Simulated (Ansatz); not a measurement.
MoS$_{2}$: several calculations on one system

### Relaxation

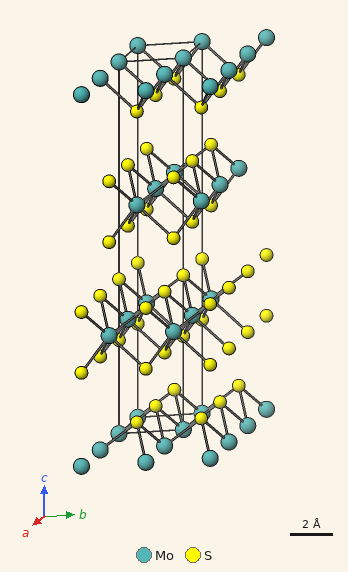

This is the input geometry for a relaxation of a crystal of MoS$_{2}$ (set up in R3m) (coarse preliminary run). The picture is a ball-and-stick view of the conventional cell (3 times the calculation's cell), repeated 3 × 2 × 1 with one cell outlined, seen slightly off an axis. Lengths and directions refer to the drawn axes.

The calculation used DFT PBEsol, scalar-relativistic, plane waves, PAW (Ansatz 0.2.0).

Input file:
```yaml
crystal:
  lattice:
    - [1.5815003568, 0.9130796567, 6.12333]
    - [-1.5815003568, 0.9130796567, 6.12333]
    - [0.0, -1.8261593134, 6.12333]
  atoms:
    - { symbol: Mo, position: [0.0, 0.0, 0.0] }
    - { symbol: S, position: [0.7484, 0.7484, 0.7484] }
    - { symbol: S, position: [0.5849, 0.5849, 0.5849] }
basis:
  ecutwfc: 420
kpoints:
  mp_grid: { grid: [6, 6, 6] }
hamiltonian:
  xc: pbesol
scf:
  occupations: { method: gaussian, width: 0.1 }
output:
  forces: true
  stress: true
  eigenvalues: true
relax:
  adjacent_minimum: "off"
  f_tol: 0.05
  max_steps: 80
  cell: { stress_tol: 0.5 }
```

Launched with:
```bash
ansatz run input.yaml --threads 2 --pin off --max-ram 5120MiB --backend cpu --events-out ev --progress --plain --runs-dir out
```

Predict the outcome.

Answer. The energy falls by 17.9 meV per atom in 2 accepted moves (4 points after the start). The largest force component goes from 1 to 0.01 eV/Å. Pressure: 4.24 GPa at the start and 0.02 GPa at the end. The line search rejected the trial step at point 1 of the run. At 1 point the geometry stayed and the basis and grid were re-selected for the new cell (energy shift of less than 0.05 meV per atom at most each time). The largest moves relative to the cell, 0.031 Å, are those of S2 and S3. S3 goes along +c. Mo stays in place. Cell: a = b 3.163 → 3.143 Å (−0.6 %), c 18.370 → 18.681 Å (+1.7 %). Volume +0.4 %. Among the contacts that change: Mo1–S2 2.364 → 2.392 Å. Bond angles that change, for instance: S2–Mo1–S3 78.9° → 81.3°. The space group stays R3m (No. 160).

History of the run:

```tsv
step	E − E(0), meV/atom	largest force component, eV/Å	pressure, GPa	volume, Å³/atom	note
0	0.00	1.0220	4.24	17.685	
1	3.83	0.6599	1.03	16.857	rejected
2	-17.61	0.0752	-0.60	17.743	
3	-17.87	0.0101	0.02	17.760	
4	-17.88	0.0100	0.02	17.760	same geometry, new basis
```

The end point in the same view:

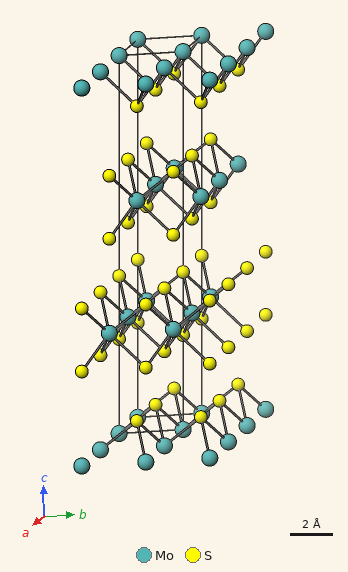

### Relaxation

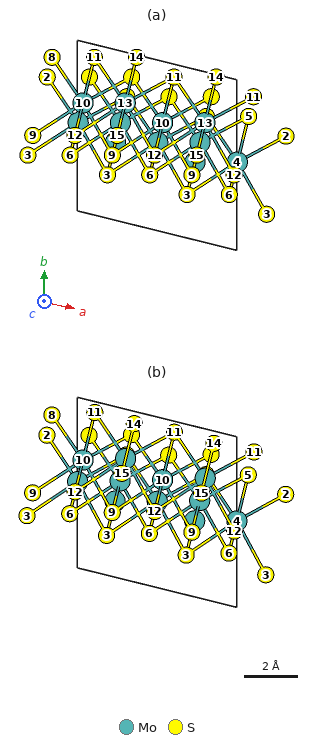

The structure of a slab of composition MoS$_{2}$ (cut from the R3m phase) before (top) and after (bottom) a relaxation, at one scale.

A ball-and-stick model of the 2 × 1 repeat of the cell, outlined in the plane, without the vacuum (origin shifted), seen along the c axis.

Case: (1 0 1) slab, atoms relaxed. The slab is the (1 0 1) face of MoS2.

These are results of DFT PBEsol, scalar-relativistic, plane waves, PAW in Ansatz 0.2.0, not measurements.

Input
```yaml
crystal:
  lattice:
    - [3.1431208307, 0.0, 0.0]
    - [-1.5715604153, 6.3484650716, 0.0]
    - [0.0, 0.0, 27.7950204964]
  atoms:
    - { symbol: Mo, position: [0.5306428737, 0.0612857473, 0.2698325047] }
    - { symbol: S, position: [0.6725497385, 0.345099477, 0.3264368099] }
    - { symbol: S, position: [0.4296315147, 0.8592630294, 0.3424609647] }
    - { symbol: Mo, position: [0.0612832925, 0.122566585, 0.3667591374] }
    - { symbol: S, position: [0.2031901574, 0.4063803147, 0.4233634425] }
    - { symbol: S, position: [0.9602719335, 0.9205438671, 0.4393875973] }
    - { symbol: Mo, position: [0.5919237114, 0.1838474227, 0.46368577] }
    - { symbol: S, position: [0.7338305762, 0.4676611524, 0.5202900751] }
    - { symbol: S, position: [0.4909123524, 0.9818247048, 0.53631423] }
    - { symbol: Mo, position: [0.1225641302, 0.2451282604, 0.5606124027] }
    - { symbol: S, position: [0.2644709951, 0.5289419901, 0.6172167078] }
    - { symbol: S, position: [0.0215527712, 0.0431055425, 0.6332408626] }
    - { symbol: Mo, position: [0.6532045491, 0.3064090981, 0.6575390353] }
    - { symbol: S, position: [0.7951114139, 0.5902228278, 0.7141433404] }
    - { symbol: S, position: [0.5521931901, 0.1043863802, 0.7301674953] }
basis:
  ecutwfc: 420
kpoints:
  mp_grid: { grid: [9, 4, 1] }
hamiltonian:
  xc: pbesol
scf:
  occupations: { method: gaussian, width: 0.05 }
output:
  forces: true
  eigenvalues: true
  write_density: true
  write_potential: true
  elf: true
  volumetric_format: npy
relax:
  adjacent_minimum: "off"
  f_tol: 0.02
  max_steps: 60
efield:
  axis: 3
  dipole_correction: true
  ramp_width: 0.04
```

Run as
```bash
ansatz run input.yaml --threads 2 --pin off --max-ram 5120MiB --backend cpu --events-out ev --progress --plain --runs-dir out
```

**Describe what moved and what it gained.**

The largest move relative to the layer's centre is that of S15, 0.77 Å at 79° to the normal (+c side). Largest moves by element: S 0.77 Å, Mo 0.23 Å. The lattice vectors keep their values. Near-neighbour distances that change, for instance: S14–S15 3.116 → 1.997 Å, Mo1–Mo4 3.143 → 2.953 Å, Mo1–S2 2.392 → 2.225 Å, Mo10–Mo13 3.143 → 3.041 Å. New bonds form, among them: S14–S15 (3.12 → 2.00 Å). Among the angles between lasting bonds that change: S2–Mo1–S3 81.3° → 92.6°, S11–Mo13–S15 135.4° → 125.2°, S12–Mo13–S14 135.4° → 125.8°. The energy falls by 2.668 eV per cell of the calculation in 10 accepted moves (11 points after the start). The largest force component goes from 3.3 to 0.01 eV/Å. 1 step only repeated the SCF at the same geometry. The run took 11 min on 2 threads of Arm Neoverse V2, on a shared host, peak memory 1.2 GiB.

### A change

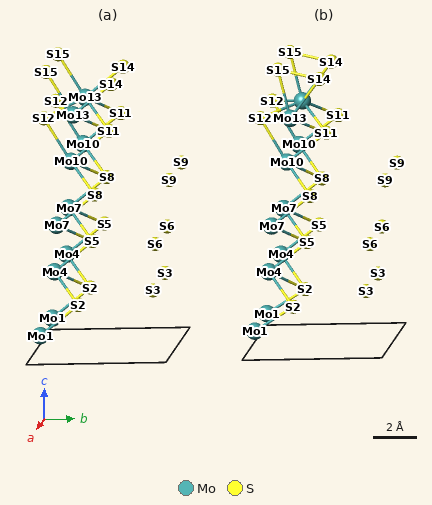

Left: a (1 0 1) slab of MoS2 as cut from the relaxed bulk. Right: the same structure after one change, at the same scale. Style: ball-and-stick. Shown: the 2 × 1 repeat of the cell, outlined in the plane, without the vacuum, slightly off an axis.

All numbers below come from DFT PBEsol, scalar-relativistic, plane waves, PAW (Ansatz 0.2.0). Set-up: plane-wave cutoff 420 eV; occupations gaussian; no spin polarisation. The k-mesh is chosen for each cell (12×12×12, 9×4×1). Smearing widths differ between the runs.

The atoms of the slab are relaxed at the bulk's in-plane cell.

How do the computed properties respond?

Answer. The surface energy (mean of the two faces) falls from 3.70 to 2.63 J/m². The top spacing, between the S and S planes, goes from 0.45 to 0.37 Å (−18.0 %), the bottom one (Mo to S) from 1.57 to 1.27 Å (−19.2 %). The cell stays as it was. The atom that moves furthest relative to the layer's centre is S15 (0.77 Å at 79° to the normal (+c side)). By element the largest moves are S 0.77 Å, Mo 0.23 Å. Among the bonded contacts that change: S–S 3.116 → 1.997 Å, Mo–S 2.392 → 2.223 to 2.447 Å. New contacts form: S14–S15 (3.12 → 2.00 Å).
